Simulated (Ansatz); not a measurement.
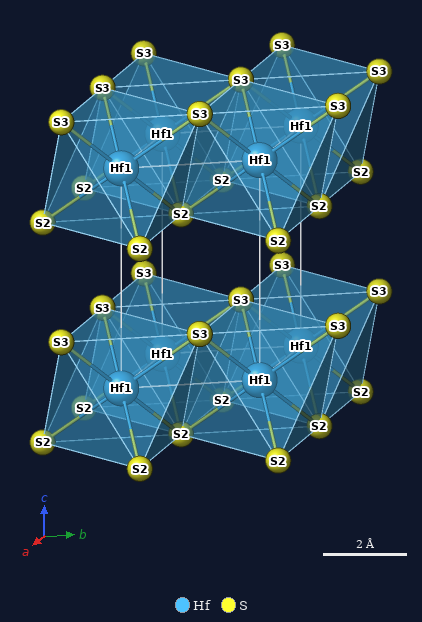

Fig. 1: The input geometry of the first run (polyhedral view of the cell of the calculation, seen slightly off an axis; polyhedra are completed across the faces of the cell; atoms are numbered from 1 in the order of the input).

**Two runs on HfS$_{2}$**

System: HfS$_{2}$ (P-3m1, 3 atoms in the cell).
Method of the first run: DFT PBE+D3(BJ), scalar-relativistic, plane waves, PAW, no spin polarisation (Ansatz 0.2.0).

The structure derives from a Materials Project entry. Text and figures count atoms from 1; the logs count them from 0 in places.

**Input, the first run**
```yaml
crystal:
  lattice:
    - [3.4435990161, 0.0, 0.0]
    - [-1.7217995081, 2.9822442284, 0.0]
    - [0.0, 0.0, 5.5107202999]
  atoms:
    - { symbol: Hf, position: [0.0, 0.0, 0.0] }
    - { symbol: S, position: [0.6666666667, 0.3333333333, 0.7260698545] }
    - { symbol: S, position: [0.3333333333, 0.6666666667, 0.2739301455] }
basis:
  ecutwfc: 420
kpoints:
  mp_grid: { grid: [12, 12, 6] }
  band_path: { path: [VBM, CBM], npoints: 2 }
hamiltonian:
  xc: pbe
  dispersion: d3bj
scf:
  occupations: { method: gaussian, width: 0.02 }
output:
  forces: true
  stress: true
  eigenvalues: true
checkpoint:
  read: start.run
  write: ck
  compress: false
  write_wavefunctions: false
  write_every: 100000
```

Command:
```bash
ansatz run input.yaml --threads 1 --pin off --max-ram 2560MiB --backend cpu --events-out ev --progress --plain --runs-dir out
```

Hardware: 1 thread of AMD EPYC (Zen 5), 32 GiB of memory available, shared host.

**Output, shortened to warnings, some set-up lines, iterations and results (the first run)**
```
Basis set: ecut = 420 eV, 1099 PW (Γ), exchange–correlation on 48×48×80 points (8 copies of the dense FFT grid, shifted against one another)
Symmetry: 12 space group operations
k-points: 100 of 864
Initial density: read from a saved state, or passed on in memory by an earlier SCF of this step, an earlier step, the calling program or the single point that the run made first
[...]
SCF iter   1: F=—  HF=-17530.967356 eV  |F-HF|=—  |Δ(HF+E_count)|=         —  Δρ=6.11e-6  dr2=1.80e-8  ethr=2.26e-7  ⟨swp⟩=3.1  Hψ=16076  notcnv=0
SCF iter   2: F=-17530.967356 eV  HF=-17530.967356 eV  |F-HF|=7.05e-9  |Δ(HF+E_count)|=   1.54e-7  Δρ=3.87e-6  dr2=1.05e-8  ethr=4.74e-11  ⟨swp⟩=6.6  Hψ=10522  notcnv=0
SCF 1 converged in 2 iterations: F = -17530.967356 eV  dr2 = 1.05e-8
NSCF: frozen V_eff on 34 k-points
NSCF: frozen V_eff on 34 k-points
NSCF: frozen V_eff on 34 k-points
NSCF: frozen V_eff on 34 k-points
NSCF: frozen V_eff on 24 k-points
NSCF: frozen V_eff on 11 k-points
NSCF: frozen V_eff on 11 k-points
NSCF: frozen V_eff on 11 k-points
NSCF: frozen V_eff on 11 k-points
NSCF: frozen V_eff on 11 k-points
NSCF: frozen V_eff on 3 k-points
SCF converged after 2 iterations
Free energy (F): -17530.967356 eV
Harris-Foulkes:  -17530.967356 eV  (|F-HF|=7.05e-9)
Internal energy: -17530.967356 eV  (E = F + TS)
E sigma→0 (E₀):  -17530.967356 eV
Entropy (-TS):   -0.000000 eV (-0.000 meV/atom)
Fermi energy:    12.273074 eV
--- Per-component energies (eV) ---
  E_band       = -101.378952
  E_kinetic    = 641.315095
  E_local      = -7504.697892  (includes V_loc(G=0)·N_el)
  E_nonlocal   = -1186.033415
  E_hartree    = 3489.856380
  E_xc         = -496.658886
  E_vxc        = -444.282897  (∫ρ·V_xc dr)
  E_paw        = -8128.629680  (= ΣΔE_a)
  E_vpaw       = 1412.614101  (= ΣTr[D̂ρ^β])
  E_aug_tail   = 0.000002  (compensation charges beyond the density's cutoff)
  E_ewald      = -4344.930906
  E_disp       = -1.188055  (pairwise vdW)
  E_smearing   = -0.000000  (= −TS)
  E_closure    = -0.000000  (closes the sum)
  Σ components = -17530.967356   (vs F -17530.967356, Δ=0.00e0)
--- Forces (eV/Å), atoms counted from 1 ---
  atom   1  Hf    -0.00000000     0.00000000    -0.00000000
  atom   2  S      0.00000000    -0.00000000    -0.00014225
  atom   3  S     -0.00000000     0.00000000     0.00014225
  max |Σ_I F_I| component: 6.31e-29 eV/Å
--- Stress (GPa, compression-positive) ---
       10.273154       0.000000       0.000000
        0.000000      10.273154       0.000000
        0.000000       0.000000       5.025918
  P = ⅓ Tr σ = 8.5241 GPa (85.241 kbar)
```

For the second run the input was changed thus:
```diff
+  symmetry: { detect: false }
-  band_path: { path: [VBM, CBM], npoints: 2 }
+  hubbard: { sites: [{ species: Hf, l: d, u_eff: 6.0 }], double_counting: fll }
-checkpoint:
-  read: start.run
-  write: ck
-  compress: false
-  write_wavefunctions: false
-  write_every: 100000
```

How does the second run compare with the first run?

The total energies belong to different models, so their difference says nothing on which is more stable or more accurate. The gap on the mesh goes from 0.10 to 1.15 eV. The pressure goes from 8.52 to 16.72 GPa. The largest force goes from 0.000 to 0.328 eV/Å. The irreducible k-points go from 100 to 436. On the same kind of shared host the second run took about 6.2 times as long.

**Output, shortened to warnings, some set-up lines, iterations and results (the second run)**
```
Basis set: ecut = 420 eV, 1099 PW (Γ), exchange–correlation on 48×48×80 points (8 copies of the dense FFT grid, shifted against one another)
Symmetry: 1 space group operations
k-points: 436 of 864 (time reversal used)
Initial density: superposition of atomic densities (chi_scale 0.1, normalization cell, long waves of neutral atoms under a Hubbard term (reshape's long-wave potential 0.05 eV rms, cloud 2.80 Å wide))
[...]
SCF iter   1: F=—  HF=-17526.191390 eV  |F-HF|=—  |Δ(HF+E_count)|=         —  Δρ=5.99e-2  dr2=5.00e0  ethr=3.10e-3  ⟨swp⟩=6.0  Hψ=45633  notcnv=0
SCF iter   2: F=—  HF=-17525.387412 eV  |F-HF|=—  |Δ(HF+E_count)|=   8.04e-1  Δρ=2.82e-2  dr2=7.90e-1  ethr=3.10e-3  ⟨swp⟩=3.3  Hψ=19737  notcnv=0
SCF iter   3: F=—  HF=-17525.301143 eV  |F-HF|=—  |Δ(HF+E_count)|=   8.63e-2  Δρ=1.02e-2  dr2=5.70e-2  ethr=2.08e-3  ⟨swp⟩=2.2  Hψ=18557  notcnv=0
SCF iter   4: F=—  HF=-17525.295409 eV  |F-HF|=—  |Δ(HF+E_count)|=   5.73e-3  Δρ=5.65e-3  dr2=1.38e-2  ethr=1.50e-4  ⟨swp⟩=3.1  Hψ=21306  notcnv=0
SCF iter   5: F=—  HF=-17525.296904 eV  |F-HF|=—  |Δ(HF+E_count)|=   1.50e-3  Δρ=1.68e-3  dr2=1.49e-3  ethr=3.64e-5  ⟨swp⟩=2.2  Hψ=18604  notcnv=0
SCF iter   6: F=—  HF=-17525.297854 eV  |F-HF|=—  |Δ(HF+E_count)|=   9.50e-4  Δρ=3.41e-4  dr2=7.40e-5  ethr=3.91e-6  ⟨swp⟩=2.0  Hψ=15194  notcnv=0
SCF iter   7: F=—  HF=-17525.297980 eV  |F-HF|=—  |Δ(HF+E_count)|=   1.26e-4  Δρ=9.46e-5  dr2=6.08e-6  ethr=1.95e-7  ⟨swp⟩=2.0  Hψ=18318  notcnv=0
SCF iter   8: F=—  HF=-17525.297992 eV  |F-HF|=—  |Δ(HF+E_count)|=   1.23e-5  Δρ=2.65e-5  dr2=4.47e-7  ethr=1.60e-8  ⟨swp⟩=2.0  Hψ=16568  notcnv=0
SCF iter   9: F=-17525.297993 eV  HF=-17525.297993 eV  |F-HF|=4.64e-8  |Δ(HF+E_count)|=   4.46e-7  Δρ=6.99e-6  dr2=3.94e-8  ethr=2.63e-10  ⟨swp⟩=6.8  Hψ=48970  notcnv=0
SCF 1 converged in 9 iterations: F = -17525.297993 eV  dr2 = 3.94e-8
SCF converged after 9 iterations
Free energy (F): -17525.297993 eV
Harris-Foulkes:  -17525.297993 eV  (|F-HF|=4.64e-8)
Internal energy: -17525.297993 eV  (E = F + TS)
E sigma→0 (E₀):  -17525.297993 eV
Fermi energy:    13.082438 eV
--- Per-component energies (eV) ---
  E_band       = -112.705410
  E_kinetic    = 642.405362
  E_local      = -7490.358753  (includes V_loc(G=0)·N_el)
  E_nonlocal   = -1185.390133
  E_hartree    = 3475.311216
  E_xc         = -497.654572
  E_vxc        = -445.395654  (∫ρ·V_xc dr)
  E_hubbard    = 5.309982  (on-site DFT+U / exact-exchange correction)
  E_vhub       = 3.127533  (the Hubbard potential's part of the band-sum identity)
  E_paw        = -8128.802136  (= ΣΔE_a)
  E_vpaw       = 1412.287945  (= ΣTr[D̂ρ^β])
  E_aug_tail   = 0.000002  (compensation charges beyond the density's cutoff)
  E_ewald      = -4344.930906
  E_disp       = -1.188055  (pairwise vdW)
  E_smearing   = -0.000000  (= −TS)
  E_closure    = -0.000000  (closes the sum)
  Σ components = -17525.297993   (vs F -17525.297993, Δ=0.00e0)
--- Forces (eV/Å), atoms counted from 1 ---
  atom   1  Hf     0.00000001    -0.00000001    -0.00000051
  atom   2  S     -0.00000000    -0.00000002    -0.32829448
  atom   3  S     -0.00000001    -0.00000002     0.32829400
  max |Σ_I F_I| component: 9.89e-7 eV/Å
--- Stress (GPa, compression-positive) ---
       20.441004      -0.000000      -0.000000
       -0.000000      20.441004      -0.000000
       -0.000000      -0.000000       9.284361
  P = ⅓ Tr σ = 16.7221 GPa (167.221 kbar)
Occupation matrices written to [file]
```

**The two runs side by side**

| quantity | the first run | the second run |
| --- | --- | --- |
| outcome | converged | converged |
| free energy per atom (eV) | −5843.6558 | −5841.7660 |
| gap on the mesh (eV) | 0.10 | 1.15 |
| pressure (GPa) | 8.52 | 16.72 |
| largest force (eV/Å) | 0.000 | 0.328 |
| irreducible k-points | 100 | 436 |
| plane waves at Γ | 1099 | 1099 |
| wall time (shared host) | 3.3 s | 20 s |

For both runs: Spin–orbit coupling is left out, which matters for Hf.
